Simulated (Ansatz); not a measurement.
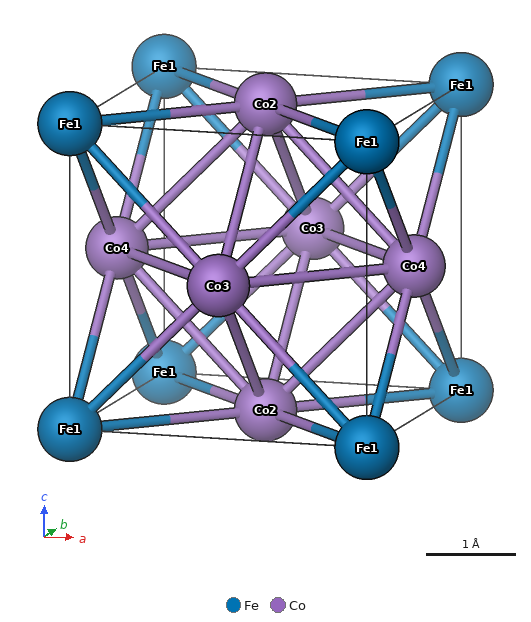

The input geometry of run 1 (ball-and-stick view of the cell of the calculation, seen slightly off an axis; atoms are numbered from 1 in the order of the input). An atom can appear more than once, as a periodic image.

# What a change does: single-point calculation on FeCo₃

System: FeCo₃ (Pm-3m, 4 atoms in the cell).
Method of run 1: DFT r2SCAN, scalar-relativistic, plane waves, PAW, spin-polarised (Ansatz 0.2.0).

The structure derives from a Materials Project entry. Text and figures count atoms from 1; the logs count them from 0 in places.

## Input, run 1
```yaml
crystal:
  lattice:
    - [3.53570262, 0.0, 0.0]
    - [0.0, 3.53570262, 0.0]
    - [0.0, 0.0, 3.53570262]
  atoms:
    - { symbol: Fe, position: [0.0, 0.0, 0.0], spin: 4.0 }
    - { symbol: Co, position: [0.5, 0.5, 0.0], spin: 3.0 }
    - { symbol: Co, position: [0.5, 0.0, 0.5], spin: 3.0 }
    - { symbol: Co, position: [0.0, 0.5, 0.5], spin: 3.0 }
basis:
  ecutwfc: 500
kpoints:
  mp_grid: { grid: [12, 12, 12] }
hamiltonian:
  xc: r2scan
scf:
  occupations: { method: gaussian, width: 0.1 }
  lower_state_search: "off"
output:
  forces: true
  stress: true
  eigenvalues: true
  populations: true
magnetization:
  spin_polarized: true
```

Launched with:
```bash
ansatz run input.yaml --threads 1 --pin off --max-ram 2560MiB --backend cpu --events-out ev --progress --plain --runs-dir out
```

Hardware: 1 thread of Intel Xeon (Granite Rapids), 192 GiB of memory available, shared host.

## Output, shortened to warnings, some set-up lines, iterations and results (run 1)
```
Basis set: ecut = 500 eV, 1141 PW (Γ), exchange–correlation on 108×108×108 points (64 copies of the dense FFT grid, shifted against one another)
Symmetry: 48 space group operations
k-points: 84 of 1728
Initial density: superposition of atomic densities (chi_scale 0.1, normalization cell)
[...]
SCF iter   1: F=-19879.467117 eV  HF=-19878.998349 eV  |F-HF|=4.69e-1  |Δ(HF+E_count)|=         —  Δρ=9.51e-2 (↑9.51e-2 ↓6.78e-2)  dr2=1.15e0  dr2_τ=7.87e-2  dr2_m=2.42e0  …
SCF iter   2: F=-19880.370108 eV  HF=-19879.980000 eV  |F-HF|=3.90e-1  |Δ(HF+E_count)|=   9.82e-1  Δρ=1.85e-2 (↑1.24e-2 ↓1.85e-2)  dr2=1.44e-1  dr2_τ=5.77e-3  dr2_m=3.65e-2  …
SCF iter   3: F=-19880.464724 eV  HF=-19880.221450 eV  |F-HF|=2.43e-1  |Δ(HF+E_count)|=   2.41e-1  Δρ=1.22e-2 (↑8.13e-3 ↓1.22e-2)  dr2=7.21e-2  dr2_τ=1.23e-3  dr2_m=1.20e-2  …
SCF iter   4: F=-19880.515287 eV  HF=-19880.356557 eV  |F-HF|=1.59e-1  |Δ(HF+E_count)|=   1.35e-1  Δρ=8.36e-3 (↑7.37e-3 ↓8.36e-3)  dr2=3.46e-2  dr2_τ=4.31e-4  dr2_m=4.69e-3  …
SCF iter   5: F=-19880.566371 eV  HF=-19880.491936 eV  |F-HF|=7.44e-2  |Δ(HF+E_count)|=   1.35e-1  Δρ=7.23e-3 (↑4.87e-3 ↓7.23e-3)  dr2=1.55e-2  dr2_τ=2.47e-4  dr2_m=3.02e-3  …
[... 7 lines ...]
SCF iter  13: F=-19880.619232 eV  HF=-19880.619231 eV  |F-HF|=1.22e-7  |Δ(HF+E_count)|=   1.65e-5  Δρ=4.90e-5 (↑3.17e-5 ↓4.90e-5)  dr2=1.78e-6  dr2_τ=1.56e-8  dr2_m=7.88e-8  …
SCF iter  14: F=-19880.619232 eV  HF=-19880.619232 eV  |F-HF|=4.39e-7  |Δ(HF+E_count)|=   2.88e-7  Δρ=2.34e-5 (↑1.71e-5 ↓2.34e-5)  dr2=4.28e-7  dr2_τ=1.11e-8  dr2_m=1.77e-8  …
SCF iter  15: F=-19880.619232 eV  HF=-19880.619232 eV  |F-HF|=1.93e-7  |Δ(HF+E_count)|=   4.94e-7  Δρ=1.20e-5 (↑1.16e-5 ↓1.20e-5)  dr2=7.50e-8  dr2_τ=4.82e-9  dr2_m=5.10e-9  …
SCF iter  16: F=-19880.619232 eV  HF=-19880.619232 eV  |F-HF|=8.71e-9  |Δ(HF+E_count)|=   2.11e-7  Δρ=9.37e-6 (↑5.44e-6 ↓9.37e-6)  dr2=5.69e-8  dr2_τ=5.76e-10  dr2_m=2.84e-9  …
SCF 1 converged in 16 iterations: F = -19880.619232 eV  dr2 = 5.69e-8
this state was not tested for a lower state beside it, because the mixer in use, unlike msr1, does not test its closes by its own steps (another_mixer; see scf.mixing.algorithm and scf.lower_state_search)
SCF converged after 16 iterations
Magnetization: 8.1663 μB (37.5831 up, 29.4169 down)
Absolute magnetization: 9.2106 μB (∫|ρ↑−ρ↓|, with the PAW one-centre terms)
Spin contamination: 0.2780 ħ² per cell (⟨S²⟩ above its minimum at these occupations)
Per-site moments (μB) at R_I (Å): [(2.9188627286511553, 1.0312992107801802), (1.9001122229890215, 1.0312992107801802), (1.900112222989024, 1.0312992107801802), (1.9001122229890213, 1.0312992107801802)]
Free energy (F): -19880.619232 eV
Harris-Foulkes:  -19880.619232 eV  (|F-HF|=8.71e-9)
Internal energy: -19880.607801 eV  (E = F + TS)
E sigma→0 (E₀):  -19880.613517 eV
Entropy (-TS):   -0.011431 eV (-2.858 meV/atom)
Fermi energy:    18.737171 eV
--- Per-component energies (eV) ---
  E_band       = -1048.186850
  E_kinetic    = 1710.400573
  E_local      = -10623.720136  (includes V_loc(G=0)·N_el)
  E_nonlocal   = 1593.378208
  E_hartree    = 4459.200948
  E_xc         = -585.833072
  E_vxc        = -857.483298  (∫ρ·V_xc dr)
  E_paw        = -5951.812433  (= ΣΔE_a)
  E_vpaw       = -1845.419119  (= ΣTr[D̂ρ^β])
  E_aug_tail   = 0.000377  (compensation charges beyond the density's cutoff)
  E_vtau       = 56.255478  (kinetic-family band-sum trace: ∫τ·v_τ [+ j·A + Jᵃ·Aᵃ] dr)
  E_ewald      = -10481.047173
  E_core_change = -1.175094  (= ΣΔE_core)
  E_smearing   = -0.011431  (= −TS)
  E_closure    = -0.000000  (closes the sum)
  Σ components = -19880.619232   (vs F -19880.619232, Δ=0.00e0)
--- Forces (eV/Å), atoms counted from 1 ---
  atom   1  Fe    -0.00000000     0.00000000    -0.00000000
  atom   2  Co     0.00000000    -0.00000000     0.00000000
  atom   3  Co     0.00000000    -0.00000000     0.00000000
  atom   4  Co     0.00000000     0.00000000     0.00000000
  max |Σ_I F_I| component: 4.08e-28 eV/Å
--- Stress (GPa, compression-positive) ---
        0.244343      -0.000000       0.000000
        0.000000       0.244343      -0.000000
        0.000000       0.000000       0.244343
  P = ⅓ Tr σ = 0.2443 GPa (2.443 kbar)
--- Löwdin populations: 4 sites ---
  site symbol       q [e]    m [muB]
     0     Fe     15.7338     2.9363
     1     Co     16.7580     1.8842
     2     Co     16.7580     1.8842
     3     Co     16.7580     1.8842
  spilling = 0.014810 (of n_electrons = 67.000000)
```

The input of run 2 differs as follows (lines with − go, lines with + come):
```diff
-    - [3.53570262, 0.0, 0.0]
-    - [0.0, 3.53570262, 0.0]
-    - [0.0, 0.0, 3.53570262]
+    - [3.4879169971, 0.0, 0.0]
+    - [0.0, 3.4879169971, 0.0]
+    - [0.0, 0.0, 3.4879169971]
```

How does run 2 compare with run 1?

With the same functional and potentials, run 2 lies 12.5 meV per atom higher. The net moment of the cell goes from 8.17 to 7.98 μB. The pressure goes from 0.24 to 9.02 GPa. The volume per atom goes from 11.05 to 10.61 Å³. The cell is scaled evenly with the atoms at fixed fractional positions, so −ΔP/Δ ln V estimates the bulk modulus midway between the two volumes: about 210 GPa. The SCF takes 17 iterations against 16. The plane waves at Γ go from 1141 to 1045.

## Output, shortened to warnings, some set-up lines, iterations and results (run 2)
```
Basis set: ecut = 500 eV, 1045 PW (Γ), exchange–correlation on 108×108×108 points (64 copies of the dense FFT grid, shifted against one another)
Symmetry: 48 space group operations
k-points: 84 of 1728
Initial density: superposition of atomic densities (chi_scale 0.1, normalization cell)
[...]
SCF iter   1: F=-19879.450198 eV  HF=-19878.874480 eV  |F-HF|=5.76e-1  |Δ(HF+E_count)|=         —  Δρ=1.02e-1 (↑1.02e-1 ↓6.93e-2)  dr2=1.14e0  dr2_τ=8.54e-2  dr2_m=2.62e0  …
SCF iter   2: F=-19880.341822 eV  HF=-19879.907923 eV  |F-HF|=4.34e-1  |Δ(HF+E_count)|=    1.03e0  Δρ=1.66e-2 (↑1.53e-2 ↓1.66e-2)  dr2=1.38e-1  dr2_τ=6.63e-3  dr2_m=3.92e-2  …
SCF iter   3: F=-19880.424033 eV  HF=-19880.171410 eV  |F-HF|=2.53e-1  |Δ(HF+E_count)|=   2.63e-1  Δρ=1.17e-2 (↑8.21e-3 ↓1.17e-2)  dr2=7.05e-2  dr2_τ=9.81e-4  dr2_m=8.69e-3  …
SCF iter   4: F=-19880.471948 eV  HF=-19880.308795 eV  |F-HF|=1.63e-1  |Δ(HF+E_count)|=   1.37e-1  Δρ=8.19e-3 (↑7.47e-3 ↓8.19e-3)  dr2=3.37e-2  dr2_τ=3.75e-4  dr2_m=4.39e-3  …
SCF iter   5: F=-19880.522023 eV  HF=-19880.448147 eV  |F-HF|=7.39e-2  |Δ(HF+E_count)|=   1.39e-1  Δρ=7.39e-3 (↑4.86e-3 ↓7.39e-3)  dr2=1.44e-2  dr2_τ=2.26e-4  dr2_m=3.87e-3  …
[... 8 lines ...]
SCF iter  14: F=-19880.569306 eV  HF=-19880.569305 eV  |F-HF|=4.91e-7  |Δ(HF+E_count)|=   2.62e-6  Δρ=2.69e-5 (↑1.99e-5 ↓2.69e-5)  dr2=5.19e-7  dr2_τ=1.19e-8  dr2_m=1.48e-8  …
SCF iter  15: F=-19880.569306 eV  HF=-19880.569306 eV  |F-HF|=1.06e-7  |Δ(HF+E_count)|=   6.94e-7  Δρ=1.61e-5 (↑9.20e-6 ↓1.61e-5)  dr2=1.02e-7  dr2_τ=3.17e-9  dr2_m=1.16e-8  …
SCF iter  16: F=-19880.569306 eV  HF=-19880.569306 eV  |F-HF|=6.39e-9  |Δ(HF+E_count)|=   1.23e-7  Δρ=1.18e-5 (↑5.68e-6 ↓1.18e-5)  dr2=7.98e-8  dr2_τ=6.06e-10  dr2_m=6.99e-9  …
SCF iter  17: F=-19880.569306 eV  HF=-19880.569306 eV  |F-HF|=1.07e-8  |Δ(HF+E_count)|=   1.61e-8  Δρ=5.08e-6 (↑3.93e-6 ↓5.08e-6)  dr2=1.92e-8  dr2_τ=1.55e-10  dr2_m=1.50e-9  …
SCF 1 converged in 17 iterations: F = -19880.569306 eV  dr2 = 1.92e-8
this state was not tested for a lower state beside it, because the mixer in use, unlike msr1, does not test its closes by its own steps (another_mixer; see scf.mixing.algorithm and scf.lower_state_search)
SCF converged after 17 iterations
Magnetization: 7.9792 μB (37.4896 up, 29.5104 down)
Absolute magnetization: 8.9870 μB (∫|ρ↑−ρ↓|, with the PAW one-centre terms)
Spin contamination: 0.2600 ħ² per cell (⟨S²⟩ above its minimum at these occupations)
Per-site moments (μB) at R_I (Å): [(2.8468313686993527, 1.0173610263569075), (1.8567743308287261, 1.0173610263569075), (1.8567743308287277, 1.0173610263569075), (1.8567743308287266, 1.0173610263569075)]
Free energy (F): -19880.569306 eV
Harris-Foulkes:  -19880.569306 eV  (|F-HF|=1.07e-8)
Internal energy: -19880.556472 eV  (E = F + TS)
E sigma→0 (E₀):  -19880.562889 eV
Entropy (-TS):   -0.012834 eV (-3.209 meV/atom)
Fermi energy:    19.653017 eV
--- Per-component energies (eV) ---
  E_band       = -989.229867
  E_kinetic    = 1716.021531
  E_local      = -10399.709135  (includes V_loc(G=0)·N_el)
  E_nonlocal   = 1592.947502
  E_hartree    = 4376.027644
  E_xc         = -587.727106
  E_vxc        = -860.327666  (∫ρ·V_xc dr)
  E_paw        = -5952.301195  (= ΣΔE_a)
  E_vpaw       = -1846.660345  (= ΣTr[D̂ρ^β])
  E_aug_tail   = 0.000386  (compensation charges beyond the density's cutoff)
  E_vtau       = 56.443457  (kinetic-family band-sum trace: ∫τ·v_τ [+ j·A + Jᵃ·Aᵃ] dr)
  E_ewald      = -10624.641005
  E_core_change = -1.175094  (= ΣΔE_core)
  E_smearing   = -0.012834  (= −TS)
  E_closure    = -0.000000  (closes the sum)
  Σ components = -19880.569306   (vs F -19880.569306, Δ=0.00e0)
--- Forces (eV/Å), atoms counted from 1 ---
  atom   1  Fe    -0.00000000     0.00000000     0.00000000
  atom   2  Co     0.00000000    -0.00000000     0.00000000
  atom   3  Co    -0.00000000    -0.00000000    -0.00000000
  atom   4  Co     0.00000000    -0.00000000     0.00000000
  max |Σ_I F_I| component: 1.16e-28 eV/Å
--- Stress (GPa, compression-positive) ---
        9.016394       0.000000       0.000000
        0.000000       9.016394       0.000000
        0.000000      -0.000000       9.016394
  P = ⅓ Tr σ = 9.0164 GPa (90.164 kbar)
--- Löwdin populations: 4 sites ---
  site symbol       q [e]    m [muB]
     0     Fe     15.7529     2.8654
     1     Co     16.7592     1.8393
     2     Co     16.7592     1.8393
     3     Co     16.7592     1.8393
  spilling = 0.014468 (of n_electrons = 67.000000)
```

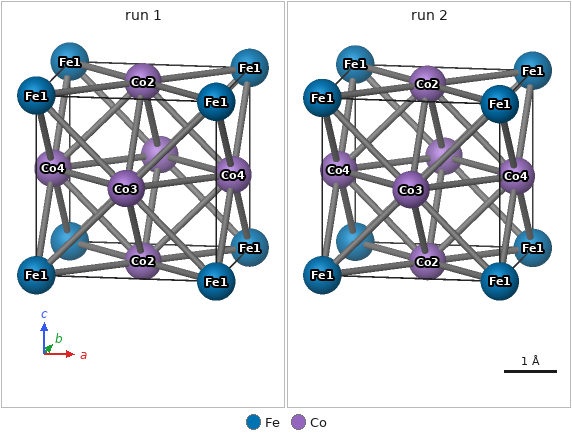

The two input geometries at one scale (ball-and-stick view of the cell of the calculation, seen slightly off an axis). The atoms keep their places relative to the cell (all moves are under 0.005 Å). Cell: a = b = c 3.536 → 3.488 Å (−1.4 %). Volume −4.0 %. Among the contacts that change: Co2–Co3 2.500 → 2.466 Å, Fe1–Co2 2.500 → 2.466 Å.

## The two runs side by side

| quantity | run 1 | run 2 |
| --- | --- | --- |
| outcome | converged | converged |
| free energy per atom (eV) | −4970.1548 | −4970.1423 |
| energy per atom, smearing taken to zero (eV) | −4970.1534 | −4970.1407 |
| gap on the mesh (eV) | 0.00 | 0.00 |
| net moment of the cell (μB) | 8.17 | 7.98 |
| absolute moment of the cell (μB) | 9.21 | 8.99 |
| pressure (GPa) | 0.24 | 9.02 |
| volume per atom (Å³) | 11.05 | 10.61 |
| largest force (eV/Å) | 0.000 | 0.000 |
| SCF iterations | 16 | 17 |
| irreducible k-points | 84 | 84 |
| plane waves at Γ | 1141 | 1045 |
| wall time (shared host) | 37 s | 38 s |

For both runs: The electronic state found may not be the lowest one. Warnings: the state was not tested for a lower one. For run 2: The cell is under a pressure of 9.0 GPa at this level, so it is not at its equilibrium volume.
